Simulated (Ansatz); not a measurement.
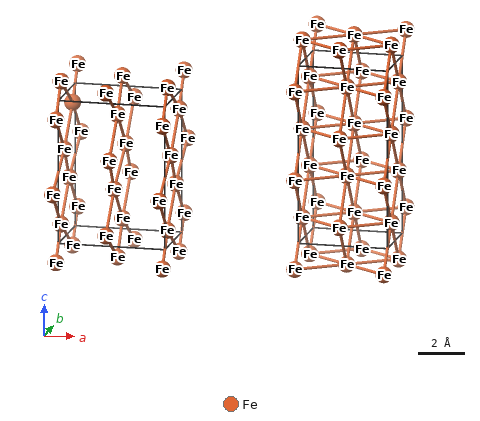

Two geometries of solid Fe (built on the iodine_64 type) (coarse preliminary run), drawn at one scale. One is the start of a relaxation, the other its converged end. A ball-and-stick model of the conventional cell (2 times the calculation's cell), seen from a free direction. Lengths and directions refer to the drawn axes.

All numbers below come from DFT PBE, scalar-relativistic, plane waves, PAW (Ansatz 0.2.0). (plane-wave cutoff 420 eV; k-point mesh 6 × 6 × 4; occupations gaussian; smearing width 0.1 eV; collinear spin; cell and atoms relaxed; force threshold 0.04 eV/Å; at most 70 steps)

Q: Which of the two is the end point?

A: The right one is the relaxed one. Case: iodine type (Cmce, No. 64). The energy falls by 1316 meV per atom in 9 accepted moves (12 points after the start). The largest force component goes from 4.7 to 0.00019 eV/Å. The pressure goes from 16.76 to 0.04 GPa. The line search rejected the trial step at point 5 of the run. At 2 points the geometry stayed and the basis and grid were re-selected for the new cell (energy shift of 29.1 meV per atom at most each time). The largest moves relative to the cell, 0.29 Å, are those of Fe atoms. The volume changes by −7.6 %, with a 4.799 → 4.015 Å (−16.3 %), b 3.172 → 2.818 Å (−11.2 %), c 6.470 → 8.042 Å (+24.3 %). Among the contacts that change: Fe–Fe 1.788 → 2.455 Å, Fe–Fe 2.876 → 2.452 Å, Fe–Fe 2.687 → 2.455 Å, Fe–Fe 2.340 → 2.455 Å. Among the angles between lasting bonds that change: Fe–Fe–Fe 81.6° → 110.0°, Fe–Fe–Fe 87.9° → 70.0°, Fe–Fe–Fe 85.3° → 70.0°. The space group (tolerance 0.01 Å) goes from Cmce (No. 64) to I4/mmm (No. 139). The run took roughly 2.7 core-minutes on a shared host.
